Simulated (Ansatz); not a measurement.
Input

```
crystal:
  lattice:
    - [4.3100002207, 0.0, 0.0]
    - [-2.1550001104, 3.7325696814, 0.0]
    - [0.0, 0.0, 6.94425]
  atoms:
    - { symbol: Sr, position: [0.3333333333, 0.6666666667, 0.25] }
    - { symbol: Sr, position: [0.6666666667, 0.3333333333, 0.75] }
basis:
  ecutwfc: 500
kpoints:
  mp_grid: { grid: [12, 12, 8] }
hamiltonian:
  xc: r2scan
scf:
  occupations: { method: gaussian, width: 0.15 }
output:
  forces: true
  stress: true
  eigenvalues: true
  write_density: true
  write_potential: true
  elf: true
  volumetric_format: npy
```

Run with:

```sh
ansatz run input.yaml --threads 1 --pin off --max-ram 2560MiB --backend cpu --events-out ev --progress --plain --runs-dir out
```

Below, planes, directions and counts refer to the conventional cell (a = 4.31 Å, b = 4.31 Å, c = 6.94 Å, α = 90.00°, β = 90.00°, γ = 120.00°).

Space group P6₃/mmc; changed on purpose from its base cell (strain -0.0150 x Voigt [0, 0, 1, 0, 0, 0], atoms carried along).

These are results of DFT r2SCAN, scalar-relativistic, plane waves, PAW (Ansatz 0.2.0), not measurements.

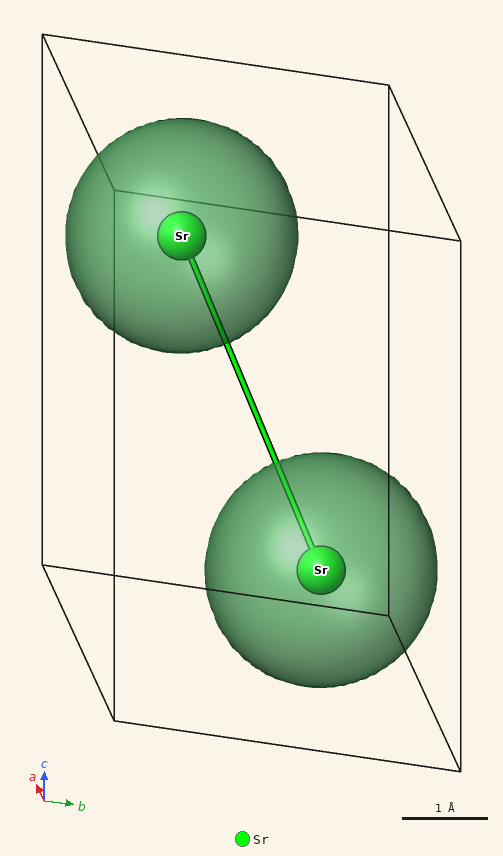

Sr. Isosurface of the valence charge density (pseudo) at 0.1 e/Å³ (green), seen at an oblique angle. Sticks mark near contacts.

### How is the density connected at this value?

At this value the density breaks into separate islands; it holds about 80 % of the electrons treated as valence (semicore included). It bridges none of the near contacts. It is pinched off along the sampled Sr–Sr (4.27 Å) contacts. On the grid the lowest density along these lines, outside the cores, is 0.04 e/Å³ (Sr–Sr, 4.27 Å).

### Does the calculation give a band gap?

It is metallic or semimetallic at this level of theory: no gap opens.
